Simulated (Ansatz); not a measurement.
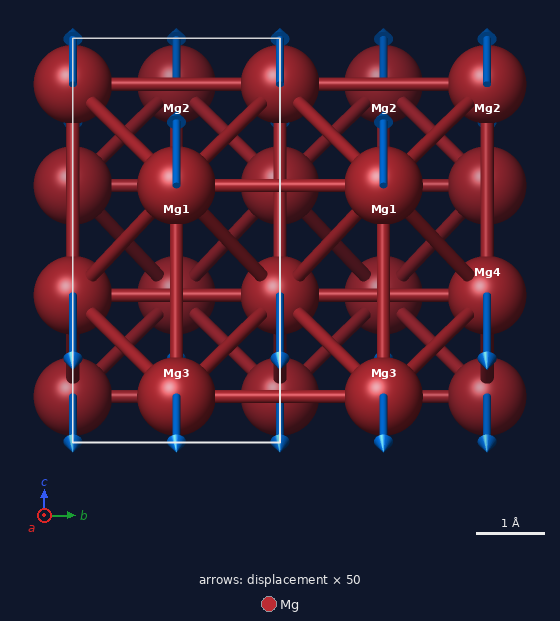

A relaxation of crystalline Mg (set up in C2/m). The starting structure is drawn; blue arrows show the displacements (the part carried along by the change of the cell is left out), magnified 50 times.

Style: ball-and-stick. Shown: the conventional cell (2 times the calculation's cell), repeated 1 × 2 × 1 with one cell outlined, along the a axis. Lengths and directions refer to the drawn axes.

Case: 2 of 2 Li taken out, relaxed.

Method: DFT PBE, scalar-relativistic, plane waves, PAW (Ansatz). Set-up: plane-wave cutoff 420 eV; k-point mesh 12 × 12 × 6; occupations gaussian; smearing width 0.1 eV; no spin polarisation; cell and atoms relaxed; force threshold 0.025 eV/Å; at most 70 steps.

Describe the change and its energy.

Answer. The largest moves relative to the cell, 0.032 Å, are those of Mg1 and Mg4. Mg1 goes roughly along +c. Cell: a 10.231 → 10.304 Å (+0.7 %), b 3.088 → 3.177 Å (+2.9 %), c 7.671 → 7.574 Å (−1.3 %), β 128.2° → 129.7°. Volume +0.2 %. Near-neighbour distances that change, for instance: Mg1–Mg3 3.295 → 3.201 Å, Mg1–Mg1 3.088 → 3.177 Å, Mg1–Mg4 3.224 → 3.289 Å, Mg1–Mg3 (another image) 3.146 → 3.082 Å. The space group stays C2/m (No. 12). After 3 accepted moves (5 points after the start) the energy has fallen by 5.6 meV per atom. The largest force component goes from 0.032 to 0.0024 eV/Å. The pressure goes from −0.04 to −0.02 GPa. The line search rejected the trial step at point 3 of the run. The SCF was repeated once at an unchanged geometry on a basis and grid sized afresh for the cell, which shifted the energy by less than 0.05 meV per atom at most. The run took 54 s on 2 threads of Arm Neoverse V2 (shared host), peak memory 0.65 GiB.
